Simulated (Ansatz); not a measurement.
## Σ9 (221) boundary in fcc Pt with H (interstitial): structure and resistance

Wanted: what the Σ9 (221) boundary in fcc Pt with H (interstitial) costs an interconnect.

Calculated with Ansatz 0.2.0; Ansatz plane-wave DFT, PBE, PAW files; relaxation of a bicrystal slab with its lowest layers held; PAW set soft_1, in the first sound run; inputs show where later runs differ.

**1. The starting structure**

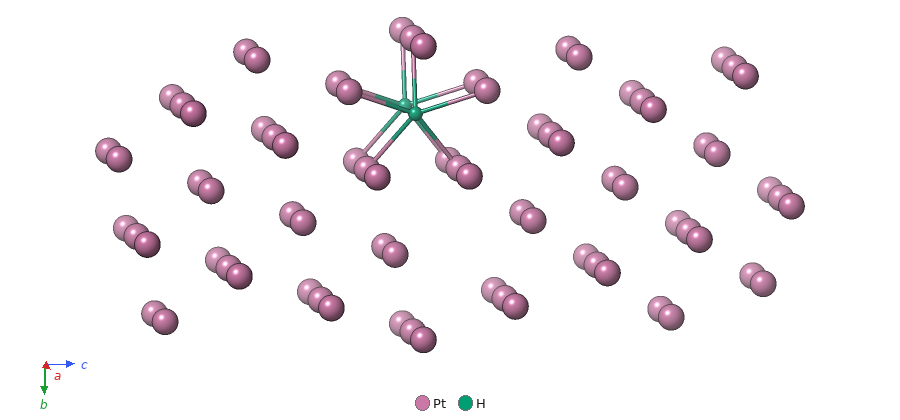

The starting structure, seen from the side, with the c axis across the page (platinum pink, hydrogen teal). 2×1×1 cells are drawn. Bonds to atoms that aren't drawn are left out. Some periodic images of atoms are drawn too.

The cell holds 30 atoms: 29 Pt and 1 H. Its edges and angles: a = 2.773 Å, b = 8.319 Å, c = 29.955 Å, α = 90.0°, β = 90.0°, γ = 90.0°. It derives from Pt. built on the (2 2 1) plane; 2 overlapping atoms removed and the grains opened by 0 Å. Vacuum lies along c.

**2. Relaxing the bicrystal**

The boundary is built by mirroring the lower grain in the boundary plane and removing any atoms that overlap; then the H is put in at the boundary. A thin bicrystal slab is relaxed first, with the lowest layers held and the upper grain free to shift and open.

The input, input.yaml:

```yaml
crystal:
  lattice:
    - [2.7731313745, 0.0, 0.0]
    - [0.0, 8.3193941234, 0.0]
    - [0.0, 0.0, 29.9553666657]
  atoms:
    - { symbol: Pt, position: [0.5000000002, 0.388888889, 0.1669149991] }
    - { symbol: Pt, position: [2.0e-10, 0.6666666667, 0.1887352405] }
    - { symbol: Pt, position: [0.5000000002, 0.9444444445, 0.210555482] }
    - { symbol: Pt, position: [2.0e-10, 0.2222222223, 0.2323757234] }
    - { symbol: Pt, position: [0.5000000002, 0.5000000001, 0.2541959649] }
    - { symbol: Pt, position: [1.0e-10, 0.7777777778, 0.2760162063] }
    - { symbol: Pt, position: [0.5000000001, 0.0555555556, 0.2978364478] }
    - { symbol: Pt, position: [1.0e-10, 0.3333333334, 0.3196566892] }
    - { symbol: Pt, position: [0.5000000001, 0.6111111111, 0.3414769307] }
    - { symbol: Pt, position: [1.0e-10, 0.8888888889, 0.3632971721] }
    - { symbol: Pt, position: [0.5000000001, 0.1666666667, 0.3851174136] }
    - { symbol: Pt, position: [0.0, 0.4444444445, 0.406937655] }
    - { symbol: Pt, position: [0.5, 0.7222222222, 0.4287578965] }
    - { symbol: Pt, position: [0.0, 0.0, 0.4505781379] }
    - { symbol: H, position: [0.25, 0.25, 0.4505781379] }
    - { symbol: Pt, position: [0.0, 0.4444444445, 0.4942186208] }
    - { symbol: Pt, position: [0.5000000001, 0.1666666667, 0.5160388623] }
    - { symbol: Pt, position: [1.0e-10, 0.8888888889, 0.5378591037] }
    - { symbol: Pt, position: [0.5000000001, 0.6111111111, 0.5596793452] }
    - { symbol: Pt, position: [1.0e-10, 0.3333333334, 0.5814995866] }
    - { symbol: Pt, position: [0.5000000001, 0.0555555556, 0.6033198281] }
    - { symbol: Pt, position: [1.0e-10, 0.7777777778, 0.6251400695] }
    - { symbol: Pt, position: [0.5000000002, 0.5000000001, 0.6469603109] }
    - { symbol: Pt, position: [2.0e-10, 0.2222222223, 0.6687805524] }
    - { symbol: Pt, position: [0.5000000002, 0.9444444445, 0.6906007938] }
    - { symbol: Pt, position: [2.0e-10, 0.6666666667, 0.7124210353] }
    - { symbol: Pt, position: [0.5000000002, 0.388888889, 0.7342412767] }
    - { symbol: Pt, position: [3.0e-10, 0.1111111112, 0.7560615182] }
    - { symbol: Pt, position: [0.5000000003, 0.8333333334, 0.7778817596] }
    - { symbol: Pt, position: [3.0e-10, 0.5555555557, 0.7997020011] }
kpoints:
  mp_grid: { grid: [8, 3, 1] }
hamiltonian:
  xc: pbe
  pseudopotentials: { kind: paw, azcp: { folder: soft_1 } }
scf:
  occupations: { method: fermi_dirac, width: 0.1 }
relax:
  f_tol: 0.03
  max_steps: 80
  constraints: [{ sites: [0, 1, 2, 3, 4] }]
```

The run is started by

```sh
$ ansatz run input.yaml --threads 4 --pin off --max-ram 15360MiB --backend cpu --events-out ev --progress --plain --runs-dir out
```

Numbers of over 12 decimals in the logs are rounded to 6 here.

The program printed:

```text
Engine: ansatz 0.2.0, aarch64-unknown-linux-gnu
Pseudopotentials: kind: paw
Pseudopotential: Pt, paw, valence charge 18, recommended cutoff 420 eV (normal), soft_1/Pt.paw.azcp
Pseudopotential: H, paw, valence charge 1, recommended cutoff 420 eV (normal), soft_1/H.paw.azcp
Functional definition: PBE
  parameter kappa = 0.804
  parameter beta = 0.066725
  exchange = pbe_x(kappa = kappa, mu = beta*pi^2/3)
  correlation = pbe_c(beta = beta)
Crystal: 30 atoms, lattice volume = 691.093 Å³
Basis set: ecut = 420 eV, 13555 PW (Γ), exchange–correlation on 40×120×432 points (8 copies of the dense FFT grid, shifted against one another)
Bands: 314, of which v1, the nominal top of the filled ones, is band 262 counted from 1 (261 counted from 0)
Symmetry: 1 space group operations
Space group: P1 (ITA 1), of the structure as read, at distance tolerance 8.8e-5 Å
k-points: 13 of 24 (time reversal used)
Non-local potential: Pt, projectors of the file, l = 0: 3, l = 1: 2, l = 2: 2, l = 3: 1
Non-local potential: H, projectors of the file, l = 0: 2, l = 1: 1
PAW form: soft (Blöchl's): semilocal exchange-correlation on the pseudo side does not see the compensation charge
PAW one-centre angular grid: Pt, 590 points (default); XC on 64 Gauss nodes
PAW one-centre angular grid: H, 110 points (default); XC on 64 Gauss nodes
Initial density: superposition of atomic densities (neutral atoms: chi_scale 0, normalization atom)
Initial wavefunctions: pseudopotential atomic-orbital guess
Functional: x = pbe(κ = 0.804, μ = 0.219515), c = pbe(β = 0.066725)
SCF iter   1: F=—  HF=-363236.064124 eV  |F-HF|=—  |Δ(HF+E_count)|=         —  Δρ=7.13e-2  dr2=5.43e1  ethr=3.10e-3  ⟨swp⟩=6.0  Hψ=14820  notcnv=0  defer=116
preconditioner: auto → LDOS  [metal: Δε(μ)=0.001 eV  Ē_g=7.599 eV  σ=0.100 eV  W_gap=0.00  n_scr=200 (ndim 8)  ℏωp=24.1 eV  f_vac=0.312  D(μ)=46.52/eV (n_scr^D=526)  β→1.0]
SCF iter   2: F=—  HF=-363233.830452 eV  |F-HF|=—  |Δ(HF+E_count)|=    2.23e0  Δρ=5.87e-2  dr2=2.54e1  ethr=3.10e-3  ⟨swp⟩=3.0  Hψ=9555  notcnv=0  defer=331
SCF iter   3: F=—  HF=-363226.372585 eV  |F-HF|=—  |Δ(HF+E_count)|=    7.46e0  Δρ=1.06e-2  dr2=2.12e0  ethr=3.10e-3  ⟨swp⟩=2.0  Hψ=7688  notcnv=0  defer=370
SCF iter   4: F=—  HF=-363226.152730 eV  |F-HF|=—  |Δ(HF+E_count)|=   2.20e-1  Δρ=3.16e-3  dr2=3.38e-1  ethr=4.04e-4  ⟨swp⟩=2.5  Hψ=6676  notcnv=0  defer=352
SCF iter   5: F=—  HF=-363226.109939 eV  |F-HF|=—  |Δ(HF+E_count)|=   4.28e-2  Δρ=1.39e-3  dr2=3.91e-2  ethr=6.46e-5  ⟨swp⟩=2.1  Hψ=5629  notcnv=0  defer=352
SCF iter   6: F=—  HF=-363226.107284 eV  |F-HF|=—  |Δ(HF+E_count)|=   2.66e-3  Δρ=5.93e-4  dr2=7.48e-3  ethr=7.47e-6  ⟨swp⟩=2.0  Hψ=5603  notcnv=0  defer=352
SCF iter   7: F=—  HF=-363226.106586 eV  |F-HF|=—  |Δ(HF+E_count)|=   6.97e-4  Δρ=2.69e-4  dr2=1.52e-3  ethr=1.43e-6  ⟨swp⟩=2.0  Hψ=4973  notcnv=0  defer=352
SCF iter   8: F=—  HF=-363226.106581 eV  |F-HF|=—  |Δ(HF+E_count)|=   5.51e-6  Δρ=1.23e-4  dr2=2.01e-4  ethr=2.92e-7  ⟨swp⟩=2.0  Hψ=5661  notcnv=0  defer=352
SCF iter   9: F=—  HF=-363226.106552 eV  |F-HF|=—  |Δ(HF+E_count)|=   2.90e-5  Δρ=4.44e-5  dr2=4.46e-5  ethr=3.85e-8  ⟨swp⟩=2.4  Hψ=5884  notcnv=0  defer=352
SCF iter  10: F=-363226.106536 eV  HF=-363226.106549 eV  |F-HF|=1.32e-5  |Δ(HF+E_count)|=   2.39e-6  Δρ=2.59e-5  dr2=1.42e-5  ethr=4.30e-9  ⟨swp⟩=4.0  Hψ=12185  notcnv=0
SCF 1 converged in 10 iterations: F = -363226.106536 eV  dr2 = 1.42e-5
  greatest PAW one-centre occupation: 1.000 electrons in one spin orbital (limit 2), on the Pt atom at site 21 (counted from 0), in its partial waves of l = 0
relax step   1: F+E_penalty+E_count = -363226.10653628 eV  Δ(F+E_penalty+E_count) = +0.000e0 eV  max|allowed force component| = 1.003e0 eV/Å  Δτ_max = 0.0000 Å  (10 SCF iters, dr2 threshold 2.25e-5 eV, accepted)
Initial density: handed on by an earlier stage of this run
Initial wavefunctions: those handed on with the density
iter 1 solved again at ethr=3.48e-4 eV; its pass at ethr=3.10e-3 eV (dr2=1.82e0 eV) is discarded
SCF iter   1: F=—  HF=-363226.763058 eV  |F-HF|=—  |Δ(HF+E_count)|=         —  Δρ=1.20e-2  dr2=1.73e0  ethr=3.48e-4  ⟨swp⟩=1.8  Hψ=13832  notcnv=0  defer=345
preconditioner: auto → LDOS  [metal: Δε(μ)=0.007 eV  Ē_g=7.685 eV  σ=0.100 eV  W_gap=0.02  n_scr=200 (ndim 8)  ℏωp=24.1 eV  f_vac=0.309  D(μ)=49.35/eV (n_scr^D=560)  β→1.0]
SCF iter   2: F=—  HF=-363226.716644 eV  |F-HF|=—  |Δ(HF+E_count)|=   4.64e-2  Δρ=4.80e-3  dr2=2.87e-1  ethr=3.30e-4  ⟨swp⟩=2.0  Hψ=6210  notcnv=0  defer=345
SCF iter   3: F=—  HF=-363226.658866 eV  |F-HF|=—  |Δ(HF+E_count)|=   5.78e-2  Δρ=2.09e-3  dr2=1.38e-1  ethr=5.49e-5  ⟨swp⟩=3.3  Hψ=8199  notcnv=0  defer=345
SCF iter   4: F=—  HF=-363226.643369 eV  |F-HF|=—  |Δ(HF+E_count)|=   1.55e-2  Δρ=1.06e-3  dr2=2.63e-2  ethr=2.64e-5  ⟨swp⟩=2.2  Hψ=5480  notcnv=0  defer=345
SCF iter   5: F=—  HF=-363226.640832 eV  |F-HF|=—  |Δ(HF+E_count)|=   2.54e-3  Δρ=3.43e-4  dr2=3.42e-3  ethr=5.03e-6  ⟨swp⟩=2.1  Hψ=5566  notcnv=0  defer=345
SCF iter   6: F=—  HF=-363226.640600 eV  |F-HF|=—  |Δ(HF+E_count)|=   2.32e-4  Δρ=1.43e-4  dr2=4.22e-4  ethr=6.54e-7  ⟨swp⟩=2.0  Hψ=5306  notcnv=0  defer=345
SCF iter   7: F=—  HF=-363226.640573 eV  |F-HF|=—  |Δ(HF+E_count)|=   2.70e-5  Δρ=6.29e-5  dr2=8.98e-5  ethr=8.07e-8  ⟨swp⟩=2.0  Hψ=5479  notcnv=0  defer=345
SCF iter   8: F=-363226.640554 eV  HF=-363226.640570 eV  |F-HF|=1.62e-5  |Δ(HF+E_count)|=   3.30e-6  Δρ=2.99e-5  dr2=1.78e-5  ethr=1.20e-8  ⟨swp⟩=3.8  Hψ=10841  notcnv=0
SCF 2 converged in 8 iterations: F = -363226.640554 eV  dr2 = 1.78e-5
  greatest PAW one-centre occupation: 1.000 electrons in one spin orbital (limit 2), on the Pt atom at site 11 (counted from 0), in its partial waves of l = 0
relax step   2: F+E_penalty+E_count = -363226.64055380 eV  Δ(F+E_penalty+E_count) = -5.340e-1 eV  max|allowed force component| = 7.238e-1 eV/Å  Δτ_max = 0.1944 Å  (8 SCF iters, dr2 threshold 6.29e-5 eV, accepted)
iter 1 solved again at ethr=3.27e-4 eV; its pass at ethr=3.10e-3 eV (dr2=1.71e0 eV) is discarded
SCF iter   1: F=—  HF=-363227.014067 eV  |F-HF|=—  |Δ(HF+E_count)|=         —  Δρ=1.34e-2  dr2=1.69e0  ethr=3.27e-4  ⟨swp⟩=1.3  Hψ=14731  notcnv=0  defer=341
preconditioner: auto → LDOS  [metal: Δε(μ)=0.002 eV  Ē_g=7.660 eV  σ=0.100 eV  W_gap=0.00  n_scr=200 (ndim 8)  ℏωp=24.1 eV  f_vac=0.307  D(μ)=49.52/eV (n_scr^D=560)  β→1.0]
SCF iter   2: F=—  HF=-363226.937316 eV  |F-HF|=—  |Δ(HF+E_count)|=   7.68e-2  Δρ=4.81e-3  dr2=3.27e-1  ethr=3.23e-4  ⟨swp⟩=2.0  Hψ=6390  notcnv=0  defer=341
SCF iter   3: F=—  HF=-363226.868727 eV  |F-HF|=—  |Δ(HF+E_count)|=   6.86e-2  Δρ=1.88e-3  dr2=4.98e-2  ethr=6.24e-5  ⟨swp⟩=3.0  Hψ=8118  notcnv=0  defer=341
[...]
relax step   9: F+E_penalty+E_count = -363227.23886516 eV  Δ(F+E_penalty+E_count) = -1.671e-2 eV  max|allowed force component| = 1.256e-1 eV/Å  Δτ_max = 0.1909 Å  (8 SCF iters, dr2 threshold 2.61e-6 eV, accepted)
relax step  10: F+E_penalty+E_count = -363227.24395986 eV  Δ(F+E_penalty+E_count) = -5.095e-3 eV  max|allowed force component| = 1.345e-1 eV/Å  Δτ_max = 0.1152 Å  (7 SCF iters, dr2 threshold 1.58e-5 eV, accepted)
relax step  11: F+E_penalty+E_count = -363227.26299472 eV  Δ(F+E_penalty+E_count) = -1.903e-2 eV  max|allowed force component| = 1.251e-1 eV/Å  Δτ_max = 0.2000 Å  (7 SCF iters, dr2 threshold 1.81e-5 eV, accepted)
relax step  12: F+E_penalty+E_count = -363227.25435397 eV  Δ(F+E_penalty+E_count) = +8.641e-3 eV  max|allowed force component| = 4.671e-1 eV/Å  Δτ_max = 0.1942 Å  (7 SCF iters, dr2 threshold 1.35e-5 eV, rejected (line search))
relax step  13: F+E_penalty+E_count = -363227.27243839 eV  Δ(F+E_penalty+E_count) = -9.444e-3 eV  max|allowed force component| = 4.816e-2 eV/Å  Δτ_max = 0.0971 Å  (9 SCF iters, accepted)
relax step  14: F+E_penalty+E_count = -363227.27659132 eV  Δ(F+E_penalty+E_count) = -4.153e-3 eV  max|allowed force component| = 1.376e-2 eV/Å  Δτ_max = 0.1000 Å  (9 SCF iters, accepted)
relax step  15: F+E_penalty+E_count = -363227.27809938 eV  Δ(F+E_penalty+E_count) = -1.508e-3 eV  max|allowed force component| = 4.294e-2 eV/Å  Δτ_max = 0.1244 Å  (9 SCF iters, accepted)
SCF iter   1: F=—  HF=-363227.279596 eV  |F-HF|=—  |Δ(HF+E_count)|=         —  Δρ=1.03e-3  dr2=4.02e-3  ethr=6.43e-6  ⟨swp⟩=2.8  Hψ=7455  notcnv=0  defer=350
preconditioner: auto → LDOS  [metal: Δε(μ)=0.004 eV  Ē_g=7.638 eV  σ=0.100 eV  W_gap=0.01  n_scr=200 (ndim 8)  ℏωp=24.1 eV  f_vac=0.301  D(μ)=49.67/eV (n_scr^D=560)  β→1.0]
SCF iter   2: F=—  HF=-363227.278935 eV  |F-HF|=—  |Δ(HF+E_count)|=   6.61e-4  Δρ=3.15e-4  dr2=8.26e-4  ethr=7.68e-7  ⟨swp⟩=2.9  Hψ=8340  notcnv=0  defer=350
SCF iter   3: F=—  HF=-363227.278665 eV  |F-HF|=—  |Δ(HF+E_count)|=   2.70e-4  Δρ=8.60e-5  dr2=1.05e-4  ethr=1.58e-7  ⟨swp⟩=2.7  Hψ=7952  notcnv=0  defer=350
SCF iter   4: F=—  HF=-363227.278623 eV  |F-HF|=—  |Δ(HF+E_count)|=   4.18e-5  Δρ=2.91e-5  dr2=1.15e-5  ethr=2.01e-8  ⟨swp⟩=2.4  Hψ=7180  notcnv=0  defer=350
SCF iter   5: F=—  HF=-363227.278644 eV  |F-HF|=—  |Δ(HF+E_count)|=   2.11e-5  Δρ=9.39e-6  dr2=2.07e-6  ethr=2.21e-9  ⟨swp⟩=2.6  Hψ=6503  notcnv=0  defer=350
SCF iter   6: F=—  HF=-363227.278644 eV  |F-HF|=—  |Δ(HF+E_count)|=   4.87e-8  Δρ=4.40e-6  dr2=5.07e-7  ethr=3.96e-10  ⟨swp⟩=2.2  Hψ=6149  notcnv=0  defer=350
SCF iter   7: F=-363227.278644 eV  HF=-363227.278644 eV  |F-HF|=6.93e-8  |Δ(HF+E_count)|=   2.93e-8  Δρ=2.00e-6  dr2=7.59e-8  ethr=1.91e-11  ⟨swp⟩=3.3  Hψ=14801  notcnv=0
SCF 16 converged in 7 iterations: F = -363227.278644 eV  dr2 = 7.59e-8
relax step  16: F+E_penalty+E_count = -363227.27864421 eV  Δ(F+E_penalty+E_count) = -5.448e-4 eV  max|allowed force component| = 2.107e-2 eV/Å  Δτ_max = 0.0202 Å  (7 SCF iters, accepted)
SCF converged after 7 iterations
Free energy (F): -363227.278644 eV
Harris-Foulkes:  -363227.278644 eV  (|F-HF|=6.93e-8)
Internal energy: -363225.681321 eV  (E = F + TS)
E sigma→0 (E₀):  -363226.479983 eV
Entropy (-TS):   -1.597323 eV (-53.244 meV/atom)
Fermi energy:    12.740777 eV
--- Per-component energies (eV) ---
  E_band       = -9118.810359
  E_kinetic    = 17294.579853
  E_local      = -602040.249640  (includes V_loc(G=0)·N_el)
  E_nonlocal   = 5910.529815
  E_hartree    = 293390.510655
  E_xc         = -6729.799204
  E_vxc        = -7858.507444  (∫ρ·V_xc dr)
  E_paw        = -275030.136079  (= ΣΔE_a)
  E_vpaw       = -9206.192875  (= ΣTr[D̂ρ^β])
  E_aug_tail   = 0.032022  (compensation charges beyond the density's cutoff)
  E_ewald      = 203978.851257
  E_smearing   = -1.597323  (= −TS)
  E_closure    = 0.000000  (closes the sum)
  Σ components = -363227.278644   (vs F -363227.278644, Δ=0.00e0)
--- Forces (eV/Å), atoms counted from 1 ---
  atom   1  Pt     0.00042676     0.36434971     0.48757130
  atom   2  Pt     0.00091216     0.32452856    -0.32885178
  atom   3  Pt    -0.00256221    -0.21447372    -0.20206837
  atom   4  Pt    -0.00469171    -0.59456208    -0.58369134
  atom   5  Pt    -0.00817005     0.12551039     0.63620399
  atom   6  Pt    -0.00003999    -0.00348775     0.00088036
  atom   7  Pt     0.00024831     0.00235548     0.00180144
  atom   8  Pt    -0.00054473     0.00104121     0.00075325
  atom   9  Pt     0.00108449    -0.00184455    -0.00141602
  atom  10  Pt    -0.00109926    -0.00049309    -0.00534826
  atom  11  Pt    -0.00146199     0.00953250     0.00097603
  atom  12  Pt     0.00116599     0.00765296    -0.00832666
  atom  13  Pt     0.00208446    -0.00164359    -0.00350986
  atom  14  Pt     0.00100205    -0.00115887     0.00054186
  atom  15  H      0.00039975    -0.02106587     0.00104169
  atom  16  Pt    -0.00392662     0.00661467    -0.00575134
  atom  17  Pt     0.00257529     0.00162759     0.00285935
  atom  18  Pt     0.00189952     0.00270756     0.00263168
  atom  19  Pt     0.00011369     0.00335526     0.00650636
  atom  20  Pt    -0.00022709    -0.00515068     0.00417464
  atom  21  Pt    -0.00102295     0.00176143    -0.00441039
  atom  22  Pt    -0.00108988     0.00394548     0.00164754
  atom  23  Pt     0.00126909    -0.00228007    -0.00003210
  atom  24  Pt     0.00247549    -0.00310787    -0.00197422
  atom  25  Pt     0.00094495    -0.00138257     0.00294582
  atom  26  Pt     0.00061268    -0.00055626    -0.00118233
  atom  27  Pt     0.00200341    -0.00108424    -0.00160763
  atom  28  Pt     0.00237414     0.00000298    -0.00131834
  atom  29  Pt     0.00180806    -0.00290653    -0.00001103
  atom  30  Pt     0.00149027     0.00016708    -0.00102353
  max |Σ_I F_I| component: 5.41e-5 eV/Å
--- Relaxed structure (16 steps of the walk, 15 accepted, 0 SCFs on fresh bases) ---
  F+E_penalty+E_count = -363227.27864421 eV   max|allowed force component| = 2.107e-2 eV/Å
  atoms:
    - { symbol: Pt, position: [0.5000000002, 0.388888889, 0.166915] }
    - { symbol: Pt, position: [2.0000000000000003e-10, 0.666667, 0.188735] }
    - { symbol: Pt, position: [0.5000000002, 0.944444, 0.210555] }
    - { symbol: Pt, position: [2.0000000000000003e-10, 0.2222222223, 0.232376] }
    - { symbol: Pt, position: [0.5000000002, 0.500000, 0.254196] }
    - { symbol: Pt, position: [-0.00115761, 0.784654, 0.277959] }
    - { symbol: Pt, position: [0.498611, 0.061965, 0.301010] }
    - { symbol: Pt, position: [-0.00155772, 0.340288, 0.322856] }
    - { symbol: Pt, position: [0.497759, 0.624555, 0.343176] }
    - { symbol: Pt, position: [-0.00293744, 0.900260, 0.369737] }
    - { symbol: Pt, position: [0.496774, 0.179257, 0.391743] }
    - { symbol: Pt, position: [-0.00310561, 0.456312, 0.409624] }
    - { symbol: Pt, position: [0.495372, 0.736087, 0.437318] }
    - { symbol: Pt, position: [-0.00522951, 0.019908, 0.459095] }
    - { symbol: H, position: [0.000248557, 0.368018, 0.461529] }
    - { symbol: Pt, position: [-0.00764753, 0.532296, 0.497802] }
    - { symbol: Pt, position: [0.490257, 0.231400, 0.519010] }
    - { symbol: Pt, position: [-0.00999555, 0.957824, 0.544833] }
    - { symbol: Pt, position: [0.490515, 0.687338, 0.564053] }
    - { symbol: Pt, position: [-0.010476, 0.404227, 0.585683] }
    - { symbol: Pt, position: [0.488993, 0.128446, 0.612081] }
    - { symbol: Pt, position: [-0.011072, 0.841746, 0.632864] }
    - { symbol: Pt, position: [0.488261, 0.557787, 0.654071] }
    - { symbol: Pt, position: [-0.012399, 0.287125, 0.679785] }
    - { symbol: Pt, position: [0.487590, 1.007411, 0.699719] }
    - { symbol: Pt, position: [-0.012560, 0.719566, 0.719731] }
    - { symbol: Pt, position: [0.486376, 0.435485, 0.749940] }
    - { symbol: Pt, position: [-0.013907, 0.164175, 0.770784] }
    - { symbol: Pt, position: [0.486048, 0.896676, 0.788454] }
    - { symbol: Pt, position: [-0.013970, 0.626863, 0.807225] }
```

Run time: 28 min. Hardware: 4 threads of Arm Neoverse V1, shared host; peak memory 4.8 GiB.

Relaxation path:

```tsv
step	energy less that of the first step (eV)	largest force component (eV/Å)
1	0.0000	1.0033
2	-0.5340	0.7238
3	-0.7505	0.2859
4	-0.9128	0.2550
5	-0.9701	0.4373
6	-1.0437	0.1832
7	-1.0904	0.0796
8	-1.1156	0.1176
9	-1.1323	0.1256
10	-1.1374	0.1345
11	-1.1565	0.1251
12	-1.1478	0.4671
13	-1.1659	0.0482
14	-1.1701	0.0138
15	-1.1716	0.0429
16	-1.1721	0.0211
```

Relaxation step 12 was tried and not accepted.

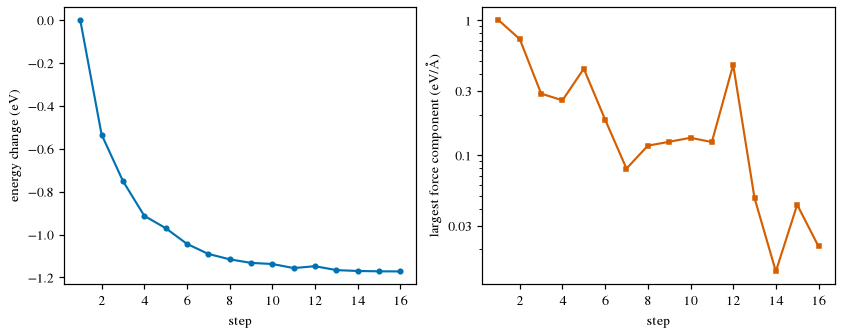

Energy and largest force along the relaxation.

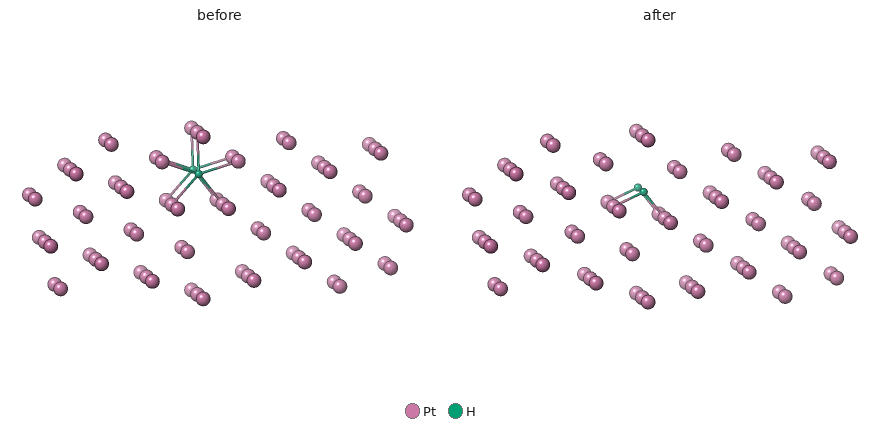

Before and after, at one scale. Bonds to atoms that aren't drawn are left out.

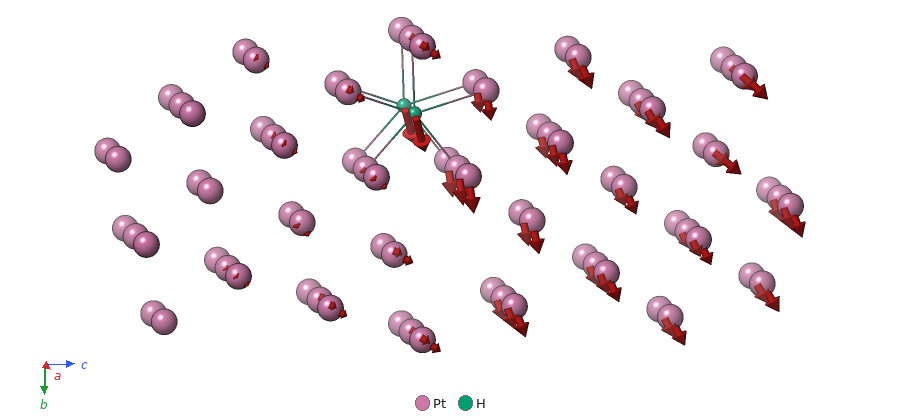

Displacements in the relaxation, scaled; the longest in the cell stands for 1.25 Å. Bonds to atoms that aren't drawn are left out. 2×1×1 cells are drawn. Some periodic images of atoms are drawn too.

The atoms that moved most (Å):

```tsv
atom	dx	dy	dz	length
H15	-0.693	0.982	0.328	1.246
Pt16	-0.021	0.731	0.107	0.739
Pt21	-0.031	0.606	0.262	0.661
Pt19	-0.026	0.634	0.131	0.648
Pt30	-0.039	0.593	0.225	0.636
Pt24	-0.034	0.540	0.330	0.634
Pt28	-0.039	0.441	0.441	0.625
Pt29	-0.039	0.527	0.317	0.616
```

Numbers from this step:

```
free energy             : -363227.2786 eV
energy at zero smearing : -363226.4800 eV
Fermi energy            : 12.74 eV
```

The largest force component on a free atom ends at 0.021 eV/Å, under the tolerance of 0.03, after 16 steps.

[end of part 1 of 2]

[Logs are printed without paths, hosts, clocks, repeated set-up lines and the standing remarks that a program may print on its own settings, such as how far it seeks lower states.]

[Hosts, paths, dates, database ids (printed as entryN), source tags and the programs' standing remarks are cut or masked in the printed files.]
